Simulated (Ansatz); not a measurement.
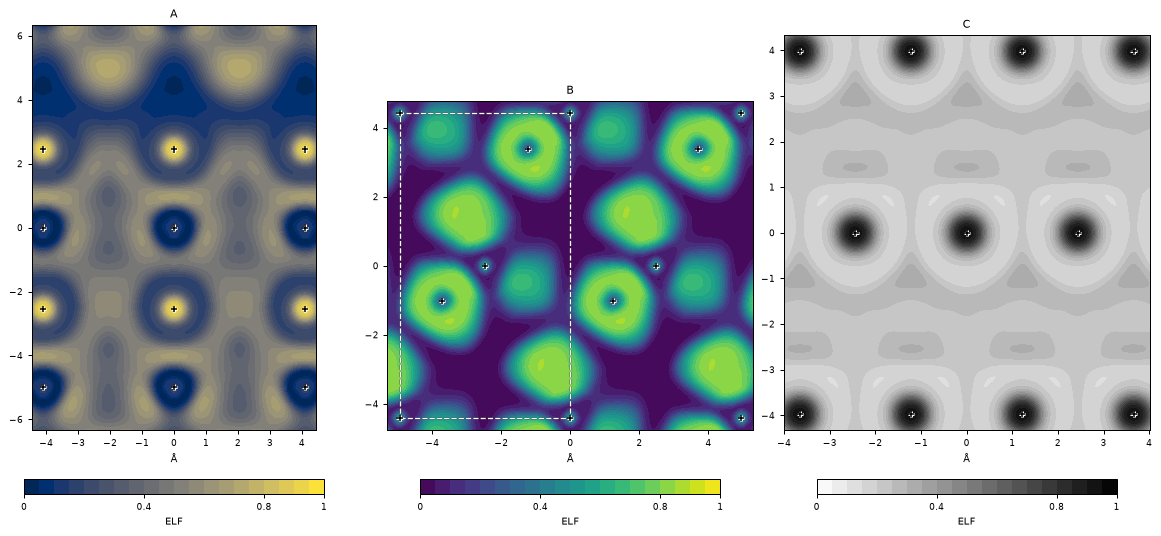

The ELF of 3 systems, each on a plane through atoms (crosses mark nuclei in the plane).

All numbers below come from DFT r2SCAN, scalar-relativistic, plane waves, PAW (Ansatz).

System 1: Al₃Cu₂, the (100) plane of the conventional cell. Space group P3m1; a structure from a database of computed crystals, not necessarily the ambient phase; not relaxed (largest force 1.0 eV/Å); computed pressure about −3 GPa in this cell; computed without spin polarisation.

System 2: SiO₂, the (011) plane of the conventional cell. Space group I-42d.

```
Si O
1.0
     4.94649    0.00000    0.00000
     0.00000    4.94649    0.00000
     0.00000    0.00000    7.31271
Si O
4 8
Direct
  0.00000 0.00000 0.00000
  0.50000 0.50000 0.50000
  0.00000 0.50000 0.25000
  0.50000 0.00000 0.75000
  0.25000 0.59817 0.37500
  0.75000 0.09817 0.87500
  0.09817 0.25000 0.12500
  0.59817 0.75000 0.62500
  0.75000 0.40183 0.37500
  0.25000 0.90183 0.87500
  0.40183 0.25000 0.62500
  0.90183 0.75000 0.12500
```

System 3: Cu, the (001) plane of the conventional cell. Space group Cmcm; a structure from a database of computed crystals, not necessarily the ambient phase; computed without spin polarisation.

**Which map belongs to which system?**

Panel A is system 1, Al₃Cu₂: the plane holds Al and Cu. Al–Cu (2.44 Å): the ELF peaks at about 0.65 between the atoms. Panel B is system 2, SiO₂: the plane holds Si and O. Si–O (1.61 Å): the ELF peaks at about 0.85 between the atoms: a polar covalent bond. Panel C is system 3, Cu: the plane holds Cu. Cu–Cu (2.44 Å): the ELF is about 0.20 at the midpoint; no shared electron pair shows on this line.
